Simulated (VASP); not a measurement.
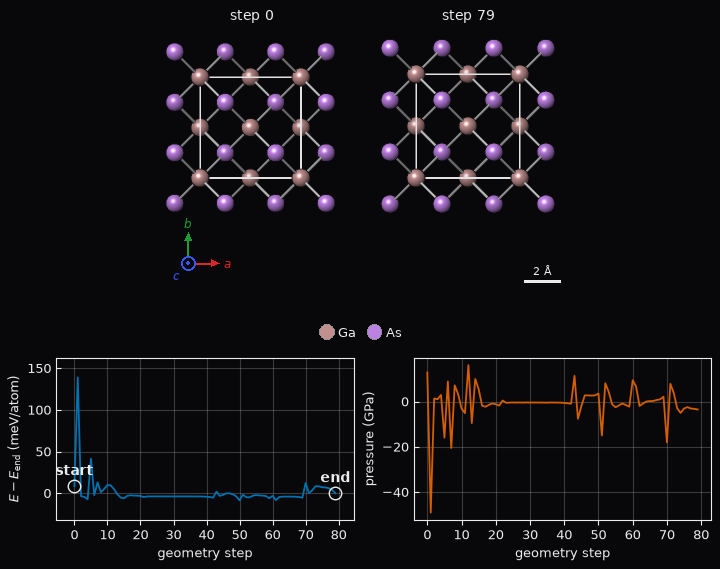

First and last geometry of a relaxation of a crystal of GaAs (set up in F-43m), with the history of the run. The picture is a ball-and-stick view of the conventional cell (4 times the calculation's cell), seen along the c axis. Lengths and directions refer to the drawn axes.

The run lets cell and atoms move.

Method: VASP, Kohn-Sham DFT of a periodic cell, PBE, VASP PAW PBE potentials, recommended.

The input:
```
SYSTEM = GaAs
ALGO = Fast
EDIFF = 0.05
EDIFFG = -0.002
ENCUT = 520
GGA = PE
IBRION = 2
ISIF = 3
ISMEAR = 0
LASPH = .True.
LCHARG = .False.
LREAL = .False.
LWAVE = .False.
NELM = 60
NSW = 80
PREC = Accurate
SIGMA = 0.02
```

Run as
```bash
cat potpaw_PBE.64/Ga_d/POTCAR potpaw_PBE.64/As/POTCAR > POTCAR
mpirun -np 1 vasp_std > vasp.out
```

### Read the history and describe the run.

The relaxation stopped without meeting its thresholds, so the last structure isn't shown to be converged. Over 79 geometry steps the energy falls by 8.5 meV per atom. All forces vanish by symmetry, so only the cell relaxes. Pressure: 12.85 GPa at the start and −3.51 GPa at the end. No atom moves by more than 0.005 Å relative to the cell. Cell: a = b = c 5.654 → 5.819 Å (+2.9 %). Volume +9.0 %. Among the contacts that change: As–Ga 2.448 → 2.520 Å. The space group stays F-43m (No. 216). At step 1 the optimiser overshot: the energy rose above the start, and later steps came back.
